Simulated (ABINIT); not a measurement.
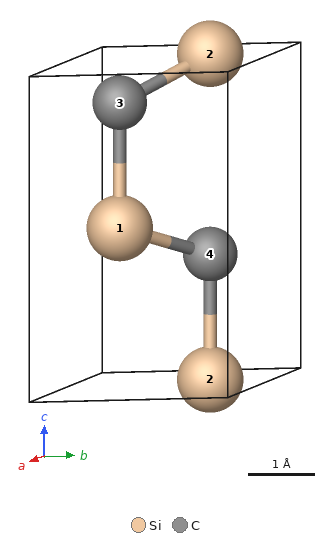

*The input geometry (ball-and-stick view of the cell of the calculation, seen slightly off an axis; atoms are numbered from 1 in the order of the input). An atom can appear more than once, as a periodic image.*

# SiC: single-point calculation

- system: SiC (4 atoms in the cell)
- method: Kohn-Sham DFT of a periodic cell, PBE, PseudoDojo NC SR PBE v0.5 standard, no spin polarisation (ABINIT 10.8.3)

The structure derives from an entry of the Crystallography Open Database.

The input
```
# Pseudopotentials
pp_dirpath "./"
pseudos "Si.upf, C.upf"

# Structure
acell 3*1.0
rprim
     5.8127975593     0.0000000000     0.0000000000
    -2.9063987797     5.0340303534     0.0000000000
     0.0000000000     0.0000000000     9.5393374771
ntypat 2
znucl 14 6
natom 4
typat 1 1 2 2
xcart
     2.9063987800     1.6780101176     4.7696687386
    -0.0000000003     3.3560202358     0.0000000000
     2.9063987800     1.6780101176     8.4423136672
    -0.0000000003     3.3560202358     3.6726449287

# Plane-wave basis
ecut 1115.666836 eV

# k points
kptopt 1
ngkpt 8 8 4
nshiftk 1
shiftk 0.0 0.0 0.0

# Exchange and correlation
ixc 11

# Bands and occupations
nband 12
occopt 7
tsmear 0.00367493

# SCF cycle
nstep 100
tolvrs 1.0e-10

# Output
iomode 3
prtwf 0
prtden 0
prteig 0
prtebands 0
enunit 1
```

Hardware: 1 thread of Arm Neoverse V2, 24 GiB of memory available, shared host.

Launch command:
```bash
abinit run.abi > log 2>&1
```

The program's output
```
.Version 10.8.3 of ABINIT
 Symmetries : space group P6_3 m c (#186); Bravais hP (primitive hexag.)
================================================================================
 Values of the parameters that define the memory need of the present run
     intxc =       0    ionmov =       0      iscf =       7    lmnmax =       6
     lnmax =       6     mgfft =      60  mpssoang =       3    mqgrid =    3001
     natom =       4  nloc_mem =       1    nspden =       1   nspinor =       1
    nsppol =       1      nsym =      12    n1xccc =    2501    ntypat =       2
    occopt =       7   xclevel =       2
       mpw =        3532          nfft =       77760          nkpt =          30
================================================================================
================================================================================

--------------------------------------------------------------------------------
------------- Echo of variables that govern the present computation ------------
--------------------------------------------------------------------------------
 -outvars: echo values of preprocessed input variables --------
            acell      1.0000000000E+00  1.0000000000E+00  1.0000000000E+00 Bohr
              amu      2.80855000E+01  1.20110000E+01
             ecut      4.10000000E+01 Hartree
           enunit           1
              ixc          11
         kptrlatt        8    0    0      0    8    0      0    0    4
          kptrlen      3.81573499E+01
            natom           4
            nband          12
            ngfft          36      36      60
             nkpt          30
            nstep         100
             nsym          12
           ntypat           2
           occopt           7
           prtden           0
        prtebands           0
           prteig           0
            prtwf           0
            rprim      5.8127975593E+00  0.0000000000E+00  0.0000000000E+00
                      -2.9063987797E+00  5.0340303534E+00  0.0000000000E+00
                       0.0000000000E+00  0.0000000000E+00  9.5393374771E+00
          spgroup         186
           tolvrs      1.00000000E-10
           tsmear      3.67493000E-03 Hartree
            typat      1  1  2  2
           xangst      1.5379999990E+00  8.8796471340E-01  2.5239999983E+00
                       8.8196240839E-12  1.7759294268E+00  0.0000000000E+00
                       1.5379999990E+00  8.8796471340E-01  4.4674799969E+00
                       8.8196240839E-12  1.7759294268E+00  1.9434799987E+00
            xcart      2.9063987797E+00  1.6780101178E+00  4.7696687386E+00
                       1.6666674052E-11  3.3560202356E+00  0.0000000000E+00
                       2.9063987797E+00  1.6780101178E+00  8.4423136672E+00
                       1.6666674052E-11  3.3560202356E+00  3.6726449287E+00
             xred      6.6666666668E-01  3.3333333333E-01  5.0000000000E-01
                       3.3333333334E-01  6.6666666667E-01  0.0000000000E+00
                       6.6666666668E-01  3.3333333333E-01  8.8500000000E-01
                       3.3333333334E-01  6.6666666667E-01  3.8500000000E-01
            znucl       14.00000    6.00000

================================================================================

 chkinp: Checking input parameters for consistency.

================================================================================
== DATASET  1 ==================================================================

--- !DatasetInfo
iteration_state: {dtset: 1, }
dimensions: {natom: 4, nkpt: 30, mband: 12, nsppol: 1, nspinor: 1, nspden: 1, mpw: 3532, }
cutoff_energies: {ecut:  41.0, pawecutdg:  -1.0, }
electrons: {nelect:   1.60000000E+01, charge:   0.00000000E+00, occopt:   7.00000000E+00, tsmear:   3.67493000E-03, }
meta: {optdriver: 0, ionmov: 0, optcell: 0, iscf: 7, paral_kgb: 0, }
...

 Exchange-correlation functional for the present dataset will be:
  GGA: Perdew-Burke-Ernzerhof functional - ixc=11
  J.P.Perdew, K.Burke, M.Ernzerhof, PRL 77, 3865 (1996)

 Real(R)+Recip(G) space primitive vectors, cartesian coordinates (Bohr,Bohr^-1):
 R(1)=  5.8127976  0.0000000  0.0000000  G(1)=  0.1720342  0.0993240  0.0000000
 R(2)= -2.9063988  5.0340304  0.0000000  G(2)=  0.0000000  0.1986480  0.0000000
 R(3)=  0.0000000  0.0000000  9.5393375  G(3)=  0.0000000  0.0000000  0.1048291
 Unit cell volume ucvol=  2.7913818E+02 bohr^3
 Angles (23,13,12)=  9.00000000E+01  9.00000000E+01  1.20000000E+02 degrees

 getcut: wavevector=  0.0000  0.0000  0.0000  ngfft=  36  36  60
         ecut(hartree)=     41.000   => boxcut(ratio)=   2.14862

--- Pseudopotential description ------------------------------------------------
- pspini: atom type   1  psp file is ./Si.upf
12 -101130 2 -1 1510                          pspcod,pspxc,lmax,lloc,mmax
     nproj     2     2     2

- pspini: atom type   2  psp file is ./C.upf
12 -101130 1 -1 1248                          pspcod,pspxc,lmax,lloc,mmax
     nproj     2     2     0

   4.37013837E+02                                ecore*ucvol(ha*bohr**3)
--------------------------------------------------------------------------------

================================================================================

--- !BeginCycle
iteration_state: {dtset: 1, }
solver: {iscf: 7, nstep: 100, nline: 4, wfoptalg: 0, }
tolerances: {tolvrs: 1.00E-10, }
...

     iter   Etot(hartree)      deltaE(h)  residm     vres2
 ETOT  1  -20.339095046854    -2.034E+01 7.398E-02 8.385E+02
 ETOT  2  -20.460379651172    -1.213E-01 2.521E-02 3.562E+02
 ETOT  3  -20.537980383379    -7.760E-02 1.018E-02 2.395E-01
 ETOT  4  -20.538090932529    -1.105E-04 1.251E-02 1.881E-02
 ETOT  5  -20.538093611816    -2.679E-06 2.494E-03 4.880E-04
 ETOT  6  -20.538093648334    -3.652E-08 8.050E-04 9.230E-06
 ETOT  7  -20.538093649986    -1.651E-09 4.431E-04 1.212E-07
 ETOT  8  -20.538093649994    -8.125E-12 2.946E-04 7.457E-09
 ETOT  9  -20.538093649995    -1.144E-12 3.309E-04 1.425E-10
 ETOT 10  -20.538093649995    -2.451E-13 1.964E-04 1.609E-12

 At SCF step   10       vres2   =  1.61E-12 < tolvrs=  1.00E-10 =>converged.

 Cartesian components of stress tensor (hartree/bohr^3)
  sigma(1 1)= -1.81137288E-04  sigma(3 2)=  0.00000000E+00
  sigma(2 2)= -1.81137288E-04  sigma(3 1)=  0.00000000E+00
  sigma(3 3)= -1.20671807E-05  sigma(2 1)=  5.39071178E-14

--- !ResultsGS
iteration_state: {dtset: 1, }
comment   : Summary of ground state results
lattice_vectors:
- [  5.8127976,   0.0000000,   0.0000000, ]
- [ -2.9063988,   5.0340304,   0.0000000, ]
- [  0.0000000,   0.0000000,   9.5393375, ]
lattice_lengths: [   5.81280,    5.81280,    9.53934, ]
lattice_angles: [ 90.000,  90.000, 120.000, ] # degrees, (23, 13, 12)
lattice_volume:   2.7913818E+02
convergence: {deltae: -2.451E-13, res2:  1.609E-12, residm:  1.964E-04, diffor: null, }
etotal    :  -2.05380936E+01
entropy   :   0.00000000E+00
fermie    :   3.22470817E-01
cartesian_stress_tensor: # hartree/bohr^3
- [ -1.81137288E-04,   5.39071178E-14,   0.00000000E+00, ]
- [  5.39071178E-14,  -1.81137288E-04,   0.00000000E+00, ]
- [  0.00000000E+00,   0.00000000E+00,  -1.20671807E-05, ]
pressure_GPa:   3.6712E+00
xred      :
- [  6.6667E-01,   3.3333E-01,   5.0000E-01, Si]
- [  3.3333E-01,   6.6667E-01,   0.0000E+00, Si]
- [  6.6667E-01,   3.3333E-01,   8.8500E-01,  C]
- [  3.3333E-01,   6.6667E-01,   3.8500E-01,  C]
cartesian_forces: # hartree/bohr
- [ -9.26454154E-29,   3.34305347E-28,   1.47301053E-02, ]
- [  0.00000000E+00,   1.20349925E-28,   1.47301053E-02, ]
- [ -4.63227077E-29,  -1.73838780E-28,  -1.47301053E-02, ]
- [  1.38968123E-28,  -2.80816492E-28,  -1.47301053E-02, ]
force_length_stats: {min:   1.47301053E-02, max:   1.47301053E-02, mean:   1.47301053E-02, }
...

 Integrated electronic density in atomic spheres:
 ------------------------------------------------
 Atom  Sphere_radius  Integrated_density
    1        2.00000          1.94457024
    2        2.00000          1.94457024
    3        2.00000          4.25788448
    4        2.00000          4.25788448
================================================================================

 ----iterations are completed or convergence reached----

 Mean square residual over all n,k,spin=   16.011E-07; max=  19.642E-05
 reduced coordinates (array xred) for    4 atoms
       0.666666666675      0.333333333333      0.500000000000
       0.333333333342      0.666666666667      0.000000000000
       0.666666666675      0.333333333333      0.884999999996
       0.333333333342      0.666666666667      0.384999999996
 rms dE/dt=  8.1127E-02; max dE/dt=  1.4052E-01; dE/dt below (all hartree)
    1       0.000000000000     -0.000000000000     -0.140515477142
    2      -0.000000000000     -0.000000000000     -0.140515477142
    3       0.000000000000      0.000000000000      0.140515413125
    4      -0.000000000000      0.000000000000      0.140515413125

 cartesian coordinates (angstrom) at end:
    1      1.53799999896131     0.88796471340201     2.52399999828481
    2      0.00000000000882     1.77592942680403     0.00000000000000
    3      1.53799999896131     0.88796471340201     4.46747999694638
    4      0.00000000000882     1.77592942680403     1.94347999866157

 cartesian forces (hartree/bohr) at end:
    1     -0.00000000000000     0.00000000000000     0.01473010525841
    2      0.00000000000000     0.00000000000000     0.01473010525841
    3     -0.00000000000000    -0.00000000000000    -0.01473010525841
    4      0.00000000000000    -0.00000000000000    -0.01473010525841
 frms,max,avg= 8.5044302E-03 1.4730105E-02   0.000E+00  0.000E+00  3.355E-09 h/b

 cartesian forces (eV/Angstrom) at end:
    1     -0.00000000000000     0.00000000000000     0.75745246704526
    2      0.00000000000000     0.00000000000000     0.75745246704526
    3     -0.00000000000000    -0.00000000000000    -0.75745246704526
    4      0.00000000000000    -0.00000000000000    -0.75745246704526
 frms,max,avg= 4.3731539E-01 7.5745247E-01   0.000E+00  0.000E+00  1.725E-07 e/A
 length scales=  1.000000000000  1.000000000000  1.000000000000 bohr
              =  0.529177210544  0.529177210544  0.529177210544 angstroms
 Fermi (or HOMO) energy (eV) =   8.77488   Average Vxc (eV)= -11.28390
 Eigenvalues (   eV  ) for nkpt=  30  k points:
 kpt#   1, nband= 12, wtk=  0.00391, kpt=  0.0000  0.0000  0.0000 (reduced coord)
  -8.59391   -5.09187   -1.56407    5.57830    5.57830    6.85991    6.85991    7.13510
  11.75707   13.15519   13.64720   13.64720
 prteigrs : prtvol=0 or 1, do not print more k-points.

--- !EnergyTerms
iteration_state     : {dtset: 1, }
comment             : Components of total free energy in Hartree
kinetic             :  1.17957935741584E+01
hartree             :  2.37388840644767E+00
xc                  : -7.56281222156388E+00
Ewald energy        : -2.08945946025903E+01
psp_core            :  1.56558245920616E+00
local_psp           : -8.33310831601507E+00
non_local_psp       :  5.17157050361746E-01
internal            : -2.05380936499953E+01
'-kT*entropy'       : -5.93512302818898E-18
total_energy        : -2.05380936499953E+01
total_energy_eV     : -5.58869999066152E+02
band_energy         :  5.53617798617483E-01
...

 Cartesian components of stress tensor (hartree/bohr^3)
  sigma(1 1)= -1.81137288E-04  sigma(3 2)=  0.00000000E+00
  sigma(2 2)= -1.81137288E-04  sigma(3 1)=  0.00000000E+00
  sigma(3 3)= -1.20671807E-05  sigma(2 1)=  5.39071178E-14

-Cartesian components of stress tensor (GPa)         [Pressure=  3.6712E+00 GPa]
- sigma(1 1)= -5.32924302E+00  sigma(3 2)=  0.00000000E+00
- sigma(2 2)= -5.32924302E+00  sigma(3 1)=  0.00000000E+00
- sigma(3 3)= -3.55028715E-01  sigma(2 1)=  1.58600216E-09

== END DATASET(S) ==============================================================
================================================================================

 -outvars: echo values of variables after computation  --------
            acell      1.0000000000E+00  1.0000000000E+00  1.0000000000E+00 Bohr
           etotal     -2.0538093650E+01
            fcart     -9.2645415420E-29  3.3430534707E-28  1.4730105258E-02
                       0.0000000000E+00  1.2034992495E-28  1.4730105258E-02
                      -4.6322707710E-29 -1.7383878048E-28 -1.4730105258E-02
                       1.3896812313E-28 -2.8081649154E-28 -1.4730105258E-02
            rprim      5.8127975593E+00  0.0000000000E+00  0.0000000000E+00
                      -2.9063987797E+00  5.0340303534E+00  0.0000000000E+00
                       0.0000000000E+00  0.0000000000E+00  9.5393374771E+00
           strten     -1.8113728841E-04 -1.8113728839E-04 -1.2067180735E-05
                       0.0000000000E+00  0.0000000000E+00  5.3907117798E-14
           xangst      1.5379999990E+00  8.8796471340E-01  2.5239999983E+00
                       8.8196240839E-12  1.7759294268E+00  0.0000000000E+00
                       1.5379999990E+00  8.8796471340E-01  4.4674799969E+00
                       8.8196240839E-12  1.7759294268E+00  1.9434799987E+00
             xred      6.6666666668E-01  3.3333333333E-01  5.0000000000E-01
                       3.3333333334E-01  6.6666666667E-01  0.0000000000E+00
                       6.6666666668E-01  3.3333333333E-01  8.8500000000E-01
                       3.3333333334E-01  6.6666666667E-01  3.8500000000E-01
 Calculation completed.
```

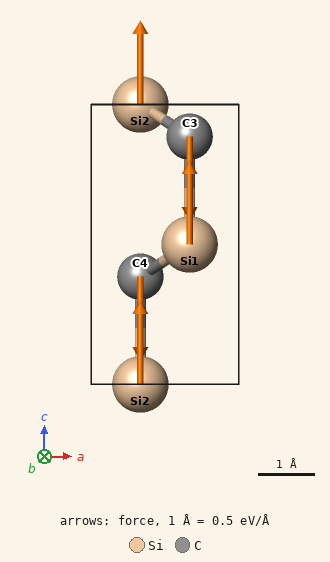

*Forces on the atoms as orange arrows (ball-and-stick view of the cell of the calculation, along the b axis; atoms are numbered from 1 in the order of the input).*

The largest act on Si1, Si2 (0.76 eV/Å); C3, C4 (0.76 eV/Å). The geometry is not a stationary point of this energy.

Key numbers

| quantity | value |
| --- | --- |
| outcome | converged |
| space group (tolerance 0.01 Å) | P6₃mc (186) |
| electrons treated | 16 |
| free energy | −558.8700 eV |
| Fermi energy | 8.775 eV |
| gap on the k-point mesh | 2.59 eV |
| pressure | 3.67 GPa |
| largest force (length of the vector) | 0.757 eV/Å |
| wall time | 32 s |
| peak memory | 0.09 GiB |
